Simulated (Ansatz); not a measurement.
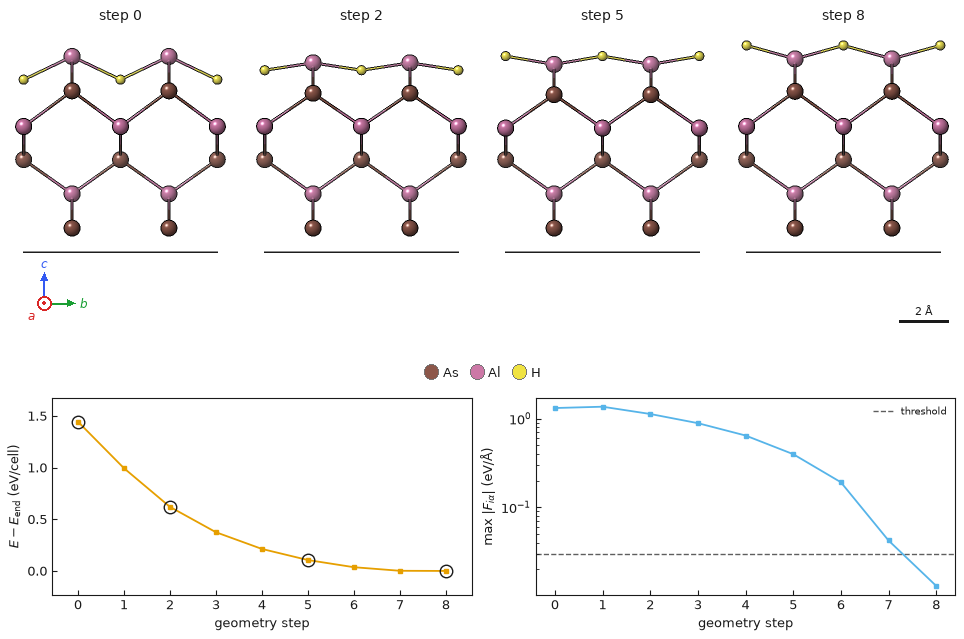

Frames of a constrained relaxation of a slab of composition Al3As3H (cut from the F-43m phase), marked on the history of the run. Style: ball-and-stick. Shown: the 1 × 2 repeat of the cell, outlined in the plane, without the vacuum, along the a axis.

Case: H put at a bridge Al-Al site. The slab is the (1 0 0) face of AlAs with H on it. 3 atoms are held fixed.

Theory: Ansatz, DFT PBEsol, scalar-relativistic, plane waves, PAW.

Input
```yaml
crystal:
  lattice:
    - [4.0125456562, 0.0, 0.0]
    - [0.0, 4.0125456562, 0.0]
    - [0.0, 0.0, 26.0932456083]
  atoms:
    - { symbol: As, position: [0.0, 0.5, 0.3257547999] }
    - { symbol: Al, position: [0.5, 0.5, 0.3801232422] }
    - { symbol: As, position: [0.5, 0.0, 0.4344916847] }
    - { symbol: Al, position: [0.0, 0.0, 0.4871067024] }
    - { symbol: As, position: [0.0, 0.5, 0.5437549896] }
    - { symbol: Al, position: [0.5, 0.5, 0.5983507225] }
    - { symbol: H, position: [0.5, 1.0, 0.5615595921], spin: 1.0 }
basis:
  ecutwfc: 420
kpoints:
  mp_grid: { grid: [7, 7, 1] }
hamiltonian:
  xc: pbesol
scf:
  occupations: { method: gaussian, width: 0.05 }
output:
  forces: true
  eigenvalues: true
  populations: true
  write_density: true
  write_potential: true
  elf: true
  volumetric_format: npy
magnetization:
  spin_polarized: true
relax:
  adjacent_minimum: "off"
  f_tol: 0.03
  max_steps: 70
  constraints: [{ sites: [0, 1, 2] }]
efield:
  axis: 3
  dipole_correction: true
  ramp_width: 0.04
```

Command:
```bash
ansatz run input.yaml --threads 2 --pin off --max-ram 5120MiB --backend cpu --events-out ev --progress --plain --runs-dir out
```

Describe the path.

Answer. The energy falls by 1.445 eV per cell of the calculation in 8 geometry steps. The largest force component goes from 1.3 to 0.013 eV/Å. H7 moves most: 1.42 Å along the normal (+c). By element the largest moves are H 1.42 Å, Al 0.10 Å, As 0.02 Å. The cell stays as it was. Near-neighbour distances that change, for instance: Al6–H7 2.224 → 2.083 Å, As5–Al6 2.461 → 2.415 Å, Al4–As5 2.492 → 2.477 Å. Among the angles between lasting bonds that change: As5–Al6–As5 109.2° → 112.3°, Al6–As5–Al6 109.2° → 112.3°. The program noted that the starting moments weren't kept. Cost: 8.7 min on 2 threads of Arm Neoverse V2, with other jobs on the host, peak memory 0.87 GiB. From step 0 to 2: H7 moves most (0.39 Å), energy −0.825 eV per cell of the calculation. From step 2 to 5: H7 moves most (0.58 Å), energy −0.515 eV per cell of the calculation. From step 5 to 8: H7 moves most (0.44 Å), energy −0.106 eV per cell of the calculation.

Limits of the set-up: the periodic images lie only 4.0 Å apart, so the values are limited by the cell's size.
